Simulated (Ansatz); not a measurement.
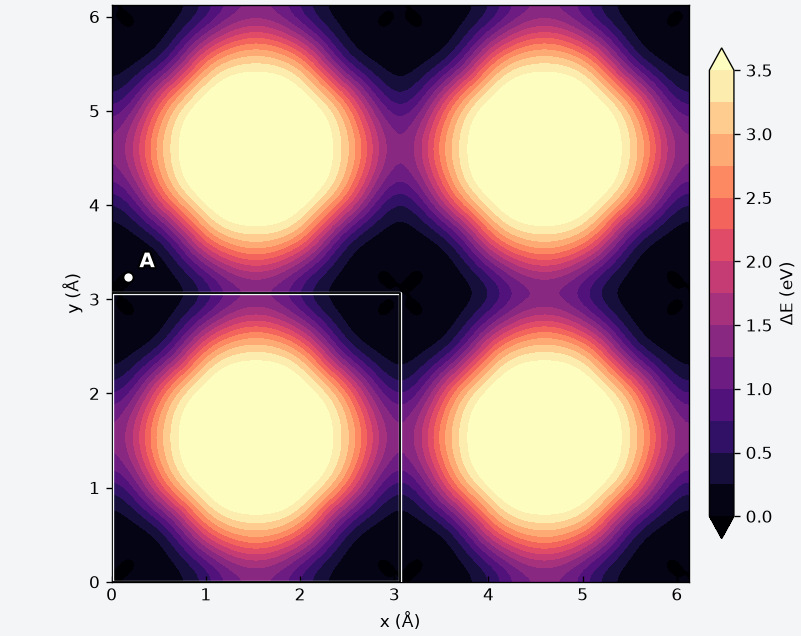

C on a TiC(100) slab cut from the Fm-3m phase, its upper half relaxed before the scan (24 atoms of substrate and one adsorbate in a 2 × 2 cell). C is moved over the surface cell; relaxed at each place: the height of the adsorbate's atoms; substrate rigid; the origin of the map has the adsorbate above C21. Places are given modulo a cell vector. The map is drawn in real space over the plane of the surface. The scan uses a 6 × 6 grid; 10 points were computed and 26 follow by symmetry. Places are given in fractions of the 1 × 1 surface cell. Energies are in eV, from the lowest grid point. Computed with DFT PBE, scalar-relativistic, plane waves, PAW in Ansatz 0.2.0. Settings: cutoff 420 eV, k-mesh 5×5×1, gaussian smearing 0.1 eV, no spin polarisation.

Drawn: filled contours, the outline of one cell of the 2 × 2 shown, one colour for all values above the top of the scale, the point A. Between grid points the surface is interpolated.

**What is the easiest way out of the well at A, and how high is the barrier?**

The easiest path leads from the well at about (0.06, 0.06) of the cell vectors to its copy one period on. Its highest point lies about 1.3 eV above the bottom of the first well on the interpolated surface, at a fourfold hollow (C–C–Ti–Ti), (3/6, 0/6) of the cell vectors. This is the barrier on the constrained surface; relaxing the other coordinates would change it.

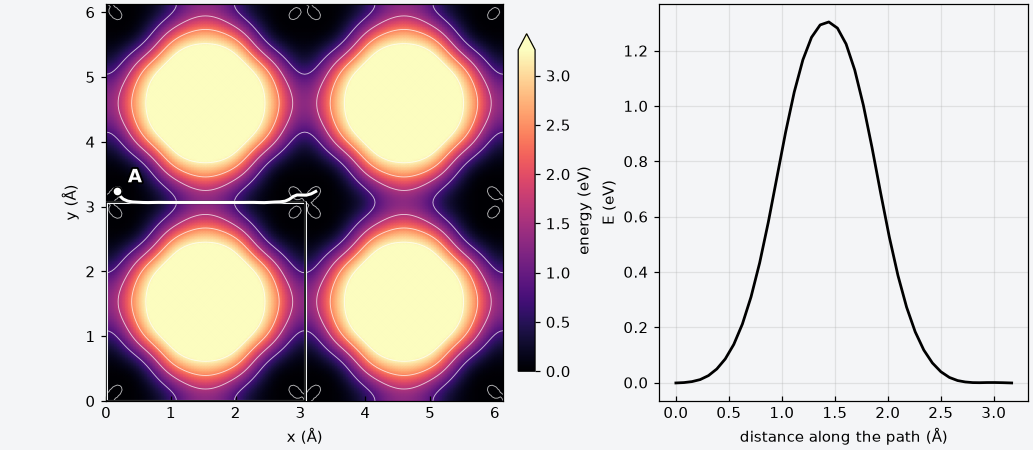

Drawn: a smooth colour map with a few white contour lines, a line along the lowest path, the outline of one cell of the 2 × 2 shown, one colour for all values above the top of the scale, the energy along the path at the right. Between grid points the surface is interpolated.
